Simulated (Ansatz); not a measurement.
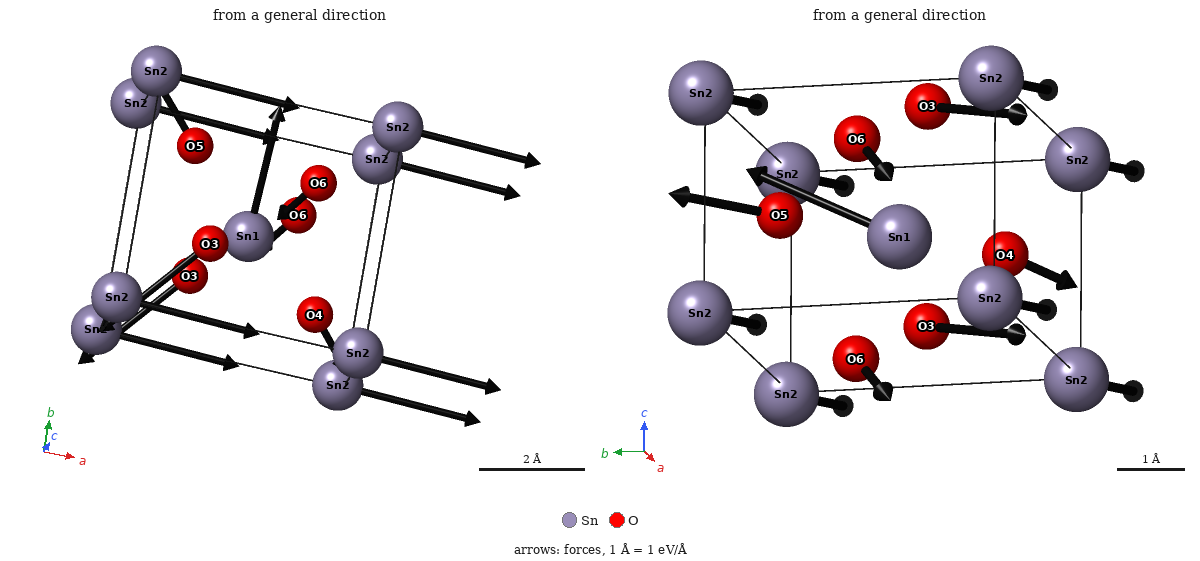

This spheres-only model is shown from two general directions. The wireframe shows the simulation cell. The arrows are the computed forces on the atoms.

System: SnO2. Setup: DFT LDA, scalar-relativistic, plane waves, PAW (Ansatz); 420 eV cutoff, k-points on a 6×6×8 grid, Gaussian smearing of 0.05 eV, no spin polarisation.

Could this be the end point of a relaxation?

No. The atoms still feel forces of up to about 2.4 eV/Å, far above a usual threshold of 0.01 to 0.03 eV/Å.

On average, how strongly is each element pushed?

Mean magnitudes: about Sn 2.3 eV/Å, O 1.5 eV/Å.

Provenance: a structure listed in the Materials Project. The cell was then strained or its atoms displaced on purpose. Ansatz was used for an electronic-structure calculation on it.
